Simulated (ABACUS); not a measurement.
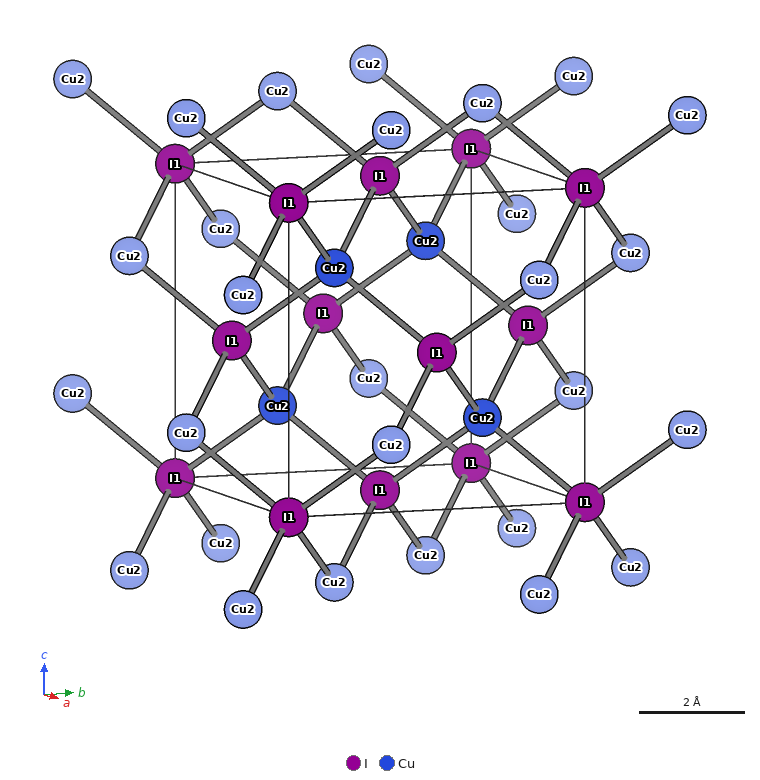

*The structure as given in the input (ball-and-stick view of the cell 4 times as large as that of the calculation, set on its symmetry axes, seen slightly off an axis; neighbours outside the cell are drawn fainter; atoms are numbered from 1 in the order of the input).*

**Run report: CuI, band-structure run (part 1 of 2)**

CuI (F-43m, 2 atoms in the cell), computed with Kohn-Sham DFT of a periodic cell, LDA, GBRV ultrasoft 1.5 LDA, no spin polarisation (ABACUS 3.10.1).

The structure derives from an entry of the Crystallography Open Database.

Input file:
```python
"""ABACUS run from a structure file: ASE reads it, the script writes STRU, KPT and INPUT."""
import re
import subprocess
from ase.io import read
from ase.units import Bohr

atoms = read("POSCAR")
atoms = atoms[(-atoms.numbers).argsort(kind="stable")]  # ABACUS lists atoms element by element
pseudo = {'I': 'i_lda_v1.uspp.F.UPF', 'Cu': 'cu_lda_v1.2.uspp.F.UPF'}
orbital = {}
magmoms = None
kmesh = [6, 6, 6]
params = {
    'suffix': 'CuI',
    'calculation': 'scf',
    'basis_type': 'pw',
    'pseudo_dir': './',
    'symmetry': 1,
    'dft_functional': 'pz',
    'ecutwfc': 40,
    'pseudo_rcut': 10,
    'nspin': 1,
    'nbands': 23,
    'ks_solver': 'dav',
    'smearing_method': 'fd',
    'smearing_sigma': 0.00367493,
    'scf_thr': 1e-08,
    'scf_nmax': 100,
    'mixing_type': 'broyden',
    'mixing_beta': 0.7,
    'cal_force': 1,
    'cal_stress': 1,
    'ecutrho': 320,
    'out_chg': 1,
    'out_pot': 2,
    'out_elf': 0,
    'kpar': 4,
}

symbols = atoms.get_chemical_symbols()
elements = list(dict.fromkeys(symbols))
lines = ["ATOMIC_SPECIES"] + [f"{e} {atoms.get_masses()[symbols.index(e)]:.4f} {pseudo[e]}" for e in elements]
if orbital:
    lines += ["", "NUMERICAL_ORBITAL"] + [orbital[e] for e in elements]
lines += ["", "LATTICE_CONSTANT", f"{1 / Bohr:.10f}", "", "LATTICE_VECTORS"]
lines += [" ".join(f"{x:.10f}" for x in v) for v in atoms.cell]
lines += ["", "ATOMIC_POSITIONS", "Direct"]
for e in elements:
    lines += ["", e, "0.0", str(symbols.count(e))]
    for i, p in enumerate(atoms.get_scaled_positions(wrap=False)):
        if symbols[i] == e:
            mag = "" if magmoms is None else " mag " + " ".join(str(x) for x in (magmoms[i] if isinstance(magmoms[i], list) else [magmoms[i]]))
            lines.append(" ".join(f"{x:.10f}" for x in p) + " 1 1 1" + mag)
open("STRU", "w").write("\n".join(lines) + "\n")
open("KPT", "w").write("K_POINTS\n0\nGamma\n%d %d %d 0 0 0\n" % tuple(kmesh))
open("INPUT", "w").write("INPUT_PARAMETERS\n" + "".join(f"{k:<20s}{v}\n" for k, v in params.items()))

done = subprocess.run(['mpirun', '-np', '4', 'abacus'])
if done.returncode:
    raise SystemExit(done.returncode)
log = open("OUT.CuI/running_scf.log").read()
print("final energy (eV):", re.findall(r"FINAL_ETOT_IS (\S+)", log))
```

File POSCAR:
```
CuI
1.0
    0.0000000000      3.0315000000      3.0315000000
    3.0315000000      0.0000000000      3.0315000000
    3.0315000000      3.0315000000      0.0000000000
I Cu
1 1
Direct
    0.0000000000      0.0000000000      0.0000000000
    0.7500000000      0.7500000000      0.7500000000
```

File INPUT:
```
INPUT_PARAMETERS
suffix              CuI
calculation         scf
basis_type          pw
pseudo_dir          ./
symmetry            1
dft_functional      pz
ecutwfc             40
pseudo_rcut         10
nspin               1
nbands              23
ks_solver           dav
smearing_method     fd
smearing_sigma      0.00367493
scf_thr             1e-08
scf_nmax            100
mixing_type         broyden
mixing_beta         0.7
cal_force           1
cal_stress          1
ecutrho             320
out_chg             1
out_pot             2
out_elf             0
kpar                4
```

File STRU:
```
ATOMIC_SPECIES
I 126.9045 i_lda_v1.uspp.F.UPF
Cu 63.5460 cu_lda_v1.2.uspp.F.UPF

LATTICE_CONSTANT
1.8897261258

LATTICE_VECTORS
0.0000000000 3.0315000000 3.0315000000
3.0315000000 0.0000000000 3.0315000000
3.0315000000 3.0315000000 0.0000000000

ATOMIC_POSITIONS
Direct

I
0.0
1
0.0000000000 0.0000000000 -0.0000000000 1 1 1

Cu
0.0
1
0.7500000000 0.7500000000 0.7500000000 1 1 1
```

File KPT:
```
K_POINTS
0
Gamma
6 6 6 0 0 0
```

Launch command:
```bash
OMP_NUM_THREADS=1 python run_abacus.py > log
```

Output:
```
ABACUS v3.10.1

               Atomic-orbital Based Ab-initio Computation at UStc

 ------------------------------------------------------------------------------------

 READING GENERAL INFORMATION
                           global_out_dir = OUT.CuI/
                           global_in_card = INPUT
                               pseudo_dir = ./
                              orbital_dir =
                                    DSIZE = 4
                                    GSIZE = 1

 READING UNITCELL INFORMATION
                                    ntype = 2
                  lattice constant (Bohr) = 1.88973
              lattice constant (Angstrom) = 1

 READING ATOM TYPE 1
                               atom label = I
                      L=0, number of zeta = 1
                      L=1, number of zeta = 1
                      L=2, number of zeta = 1
             number of atom for this type = 1

 READING ATOM TYPE 2
                               atom label = Cu
                      L=0, number of zeta = 1
                      L=1, number of zeta = 1
                      L=2, number of zeta = 1
             number of atom for this type = 1

                        TOTAL ATOM NUMBER = 2
DIRECT COORDINATES
    atom                   x                   y                   z     mag                  vx                  vy                  vz
taud_I1            0.0000000000        0.0000000000        0.0000000000  0.0000        0.0000000000        0.0000000000        0.0000000000
taud_Cu1            0.7500000000        0.7500000000        0.7500000000  0.0000        0.0000000000        0.0000000000        0.0000000000

                          Volume (Bohr^3) = 376.01
                             Volume (A^3) = 55.7189

 Lattice vectors: (Cartesian coordinate: in unit of a_0)
                   +0             +3.0315             +3.0315
              +3.0315                  +0             +3.0315
              +3.0315             +3.0315                  +0
 Reciprocal vectors: (Cartesian coordinate: in unit of 2 pi/a_0)
            -0.164935           +0.164935           +0.164935
            +0.164935           -0.164935           +0.164935
            +0.164935           +0.164935           -0.164935
 The esolver type has been set to : ksdft_pw

                PAO radial cut off (Bohr) = 10

 Read in pseudopotential file is i_lda_v1.uspp.F.UPF
                     pseudopotential type = US
          exchange-correlation functional = PZ
                 nonlocal core correction = 1
                        valence electrons = 7
                                     lmax = 2
                           number of zeta = 2
                     number of projectors = 6
                           L of projector = 0
                           L of projector = 0
                           L of projector = 1
                           L of projector = 1
                           L of projector = 2
                           L of projector = 2
                PAO radial cut off (Bohr) = 10

 Read in pseudopotential file is cu_lda_v1.2.uspp.F.UPF
                     pseudopotential type = US
          exchange-correlation functional = PZ
                 nonlocal core correction = 1
                        valence electrons = 19
                                     lmax = 2
                           number of zeta = 5
                     number of projectors = 6
                           L of projector = 0
                           L of projector = 0
                           L of projector = 1
                           L of projector = 1
                           L of projector = 2
                           L of projector = 2
     initial pseudo atomic orbital number = 17

 SETUP THE ELECTRONS NUMBER
             electron number of element I = 7
       total electron number of element I = 7
            electron number of element Cu = 19
      total electron number of element Cu = 19
            AUTOSET number of electrons:  = 26
                           occupied bands = 13
                                   NBANDS = 23
                                   NLOCAL = 18

%%%%%%%%%%%%%%%%%%%%%%%%%%%%%%%%%%%%%%%%%%%%%%%%%%%%%%%%%%%%%%%%%%%%%%%%%%%%%%%%%%%%%%%%%%%%%%%%%%%%%%%%%%
 Warning: the number of valence electrons in pseudopotential > 11 for Cu: [Ar] 3d10 4s1
 Pseudopotentials with additional electrons can yield (more) accurate outcomes, but may be less efficient.
 If you're confident that your chosen pseudopotential is appropriate, you can safely ignore this warning.
%%%%%%%%%%%%%%%%%%%%%%%%%%%%%%%%%%%%%%%%%%%%%%%%%%%%%%%%%%%%%%%%%%%%%%%%%%%%%%%%%%%%%%%%%%%%%%%%%%%%%%%%%%

 SETUP THE PLANE WAVE BASIS
 energy cutoff for charge/potential (unit:Ry) = 160
            fft grid for charge/potential = [ 36, 36, 36 ]
                        fft grid division = [ 1, 1, 1 ]
        big fft grid for charge/potential = [ 48, 48, 48 ]
                                     nbxx = 110592
                                     nrxx = 46656

 SETUP PLANE WAVES FOR CHARGE/POTENTIAL
                    number of plane waves = 12939
                         number of sticks = 733

 PARALLEL PW FOR CHARGE/POTENTIAL
     PROC   COLUMNS(POT)             PW
        1            733          12939
 --------------- sum -------------------
        1            733          12939
                            number of |g| = 180
                                  max |g| = 14.4723
                                  min |g| = 0

 energy cutoff for dense charge/potential (unit:Ry) = 320
      fft grid for dense charge/potential = [ 48, 48, 48 ]
                                     nrxx = 110592

 SETUP PLANE WAVES FOR dense CHARGE/POTENTIAL
                    number of plane waves = 36325
                         number of sticks = 1453

 PARALLEL PW FOR dense CHARGE/POTENTIAL
     PROC   COLUMNS(POT)             PW
        1           1453          36325
 --------------- sum -------------------
        1           1453          36325
                            number of |g| = 357
                                  max |g| = 28.9445
                                  min |g| = 0

----------- Double Check Mixing Parameters Begin ------------
mixing_type: broyden
mixing_beta: 0.7
mixing_gg0: 1
mixing_gg0_min: 0.1
mixing_ndim: 8
----------- Double Check Mixing Parameters End ------------

 LATTICE VECTORS: (CARTESIAN COORDINATE: IN UNIT OF A0)
                   +0             +3.0315             +3.0315
              +3.0315                  +0             +3.0315
              +3.0315             +3.0315                  +0
                       right hand lattice = 1
                                   NORM_A = 4.28719
                                   NORM_B = 4.28719
                                   NORM_C = 4.28719
                           ALPHA (DEGREE) = 60
                           BETA  (DEGREE) = 60
                           GAMMA (DEGREE) = 60

 The lattice vectors have been changed (STRU_SIMPLE.cif)

(for optimal symmetric configuration:)
                             BRAVAIS TYPE = 3
                     BRAVAIS LATTICE NAME = 03. Cubic F (face-centered)
                                    ibrav = 3
                                    IBRAV = 3
                                  BRAVAIS = FACE CENTERED CUBIC
                       LATTICE CONSTANT A = 6.063
Original cell was already a primitive cell.
                        ROTATION MATRICES = 48
              PURE POINT GROUP OPERATIONS = 24
                   SPACE GROUP OPERATIONS = 24
                                       C2 = 3
                                       C3 = 8
                                       C4 = 0
                                       C6 = 0
                                       S1 = 6
                                       S3 = 0
                                       S4 = 6
                                       S6 = 0
                              POINT GROUP = T_d
                                       C2 = 3
                                       C3 = 8
                                       C4 = 0
                                       C6 = 0
                                       S1 = 6
                                       S3 = 0
                                       S4 = 6
                                       S6 = 0
               POINT GROUP IN SPACE GROUP = T_d

 SETUP K-POINTS
                                    nspin = 1
                   Input type of k points = Monkhorst-Pack(Gamma)
                                   nkstot = 216
                       right hand lattice = 1
(for reciprocal lattice: )
                             BRAVAIS TYPE = 2
                     BRAVAIS LATTICE NAME = 02. Cubic I (body-centered)
                                    ibrav = 2
                       right hand lattice = 1
(for k-lattice: )
                             BRAVAIS TYPE = 2
                     BRAVAIS LATTICE NAME = 02. Cubic I (body-centered)
                                    ibrav = 2
                       right hand lattice = 1
                        ROTATION MATRICES = 48
                               nkstot_ibz = 16
K-POINTS REDUCTION ACCORDING TO SYMMETRY
     IBZ    DIRECT_X    DIRECT_Y    DIRECT_Z  WEIGHT  ibz2bz
       1  0.00000000  0.00000000  0.00000000  0.0046       0
       2  0.16666667  0.16666667  0.16666667  0.0370       1
       3  0.33333333  0.33333333  0.33333333  0.0370       2
       4  0.50000000  0.50000000  0.50000000  0.0185       3
       5  0.16666667  0.16666667  0.00000000  0.0278       7
       6  0.33333333  0.33333333  0.16666667  0.1111       8
       7  0.50000000  0.50000000  0.33333333  0.1111       9
       8  0.50000000  0.33333333  0.33333333  0.1111      10
       9  0.33333333  0.16666667  0.16666667  0.0556      11
      10  0.33333333  0.33333333  0.00000000  0.0278      14
      11  0.50000000  0.50000000  0.16666667  0.1111      15
      12 -0.33333333  0.33333333  0.33333333  0.0556      16
      13  0.50000000  0.50000000  0.00000000  0.0139      21
      14  0.50000000  0.33333333  0.16666667  0.1111      51
      15  0.50000000  0.33333333 -0.33333333  0.1111      52
      16  0.50000000  0.33333333 -0.16666667  0.0556      58

                               nkstot now = 16
[... K-POINTS DIRECT COORDINATES: 16 rows ...]

           k-point number in this process = 4
       minimum distributed K point number = 4
[... stars of the k points ...]

[... K-POINTS CARTESIAN COORDINATES: 4 rows ...]

[... K-POINTS DIRECT COORDINATES: 4 rows ...]

 SETUP PLANE WAVES FOR WAVE FUNCTIONS
     energy cutoff for wavefunc (unit:Ry) = 40
              fft grid for wave functions = [ 36, 36, 36 ]
                    number of plane waves = 1989
                         number of sticks = 211

 PARALLEL PW FOR WAVE FUNCTIONS
     PROC   COLUMNS(POT)             PW
        1            211           1989
 --------------- sum -------------------
        1            211           1989

 SETUP NONLOCAL PSEUDOPOTENTIALS IN PLANE WAVE BASIS
 I non-local projectors:
 projector 1 L=0
 projector 2 L=0
 projector 3 L=1
 projector 4 L=1
 projector 5 L=2
 projector 6 L=2
 Cu non-local projectors:
 projector 1 L=0
 projector 2 L=0
 projector 3 L=1
 projector 4 L=1
 projector 5 L=2
 projector 6 L=2
      TOTAL NUMBER OF NONLOCAL PROJECTORS = 36

 Init Non-Local PseudoPotential table :
 Init Non-Local-Pseudopotential done.

                                     npwx = 1639

 Make real space PAO into reciprocal space.
       max mesh points in Pseudopotential = 771
     dq(describe PAO in reciprocal space) = 0.01
                                    max q = 763

 number of pseudo atomic orbitals for I is 2
WARNING: norm of atomic wavefunction # 2 of atomic type I is 0.999991, renormalized
```
